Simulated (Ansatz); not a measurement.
Ir (P6_3/mmc, No. 194): the geometry relaxed with DFT, r2SCAN, plane waves (500 eV) with PAW, scalar-relativistic (Ansatz); the starting structure was generated, so it need not be a known form of this composition.

```
Ir
1.0
     2.72909    0.00000    0.00000
    -1.36455    2.36346    0.00000
     0.00000    0.00000    4.42764
Ir
2
Cartesian
  0.0000 1.5756 1.1069
  1.3645 0.7878 3.3207
```

### What will an integrated-DPC-like image along [210] show? Simulated as the projected potential of neutral atoms (B = 0.5 Å²) blurred by a 0.62 Å probe, the thin-sample limit of integrated differential phase contrast. Shot noise was added.

The columns repeat on a rectangular net of 1.36 × 2.21 Å (plane group p2mm). All columns are alike (Ir). The shortest distance between visible columns is 1.36 Å in projection. Along the beam the structure repeats every 4.73 Å.

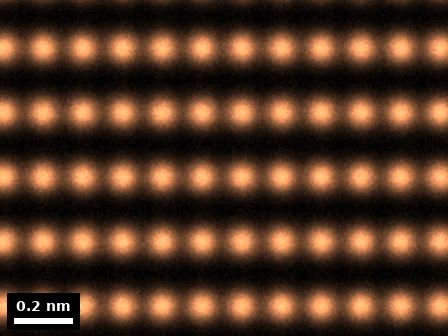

The simulated image.
